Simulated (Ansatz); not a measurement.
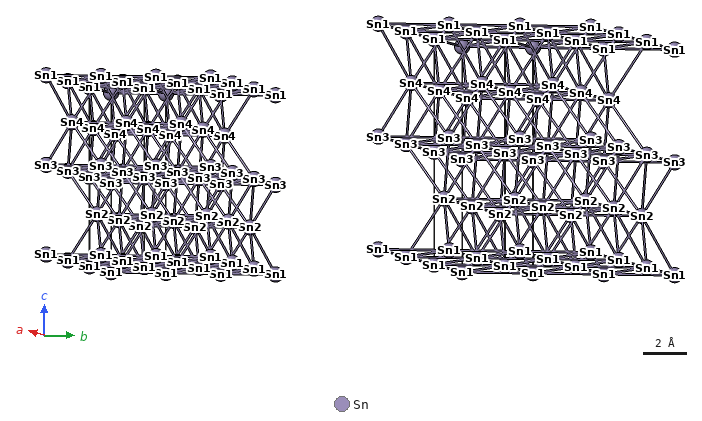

Two geometries of crystalline Sn (a generated structure, set up in P6_3/mmc) (coarse preliminary run), drawn at one scale. One is the start of a relaxation, the other its converged end. The picture is a ball-and-stick view of the cell of the calculation, repeated 3 × 3 × 1 with one cell outlined, seen from a free direction.

All numbers below come from Ansatz 0.2.0, DFT PBEsol, scalar-relativistic, plane waves, PAW. Set-up: plane-wave cutoff 420 eV; k-point mesh 12 × 12 × 4; occupations gaussian; smearing width 0.1 eV; no spin polarisation; cell and atoms relaxed; force threshold 0.05 eV/Å; at most 60 steps.

Which one is relaxed?

The right one is the relaxed one. Case: Cu → Sn on all its sites, cell and atoms relaxed. The energy falls by 20.434 eV per cell of the calculation in 10 accepted moves (12 points after the start). All forces vanish by symmetry, so only the cell relaxes. The pressure goes from 241.90 to −0.15 GPa. At 2 points the geometry stayed and the basis and grid were re-selected for the new cell (energy shift of 0.513 eV per cell of the calculation at most each time). The atoms keep their places relative to the cell (all moves are under 0.005 Å). The volume changes by +110.3 %, with a = b 2.609 → 3.373 Å (+29.3 %), c 8.528 → 10.732 Å (+25.9 %). Among the contacts that change: Sn1–Sn1 2.609 → 3.373 Å, Sn1–Sn2 2.610 → 3.315 Å. The space group stays P6_3/mmc (No. 194). The run took 100 s on 1 thread of Intel(R) Xeon(R) Platinum 8259CL CPU @ 2.50GHz (Skylake/Cascade Lake), on a shared host, peak memory 0.48 GiB.
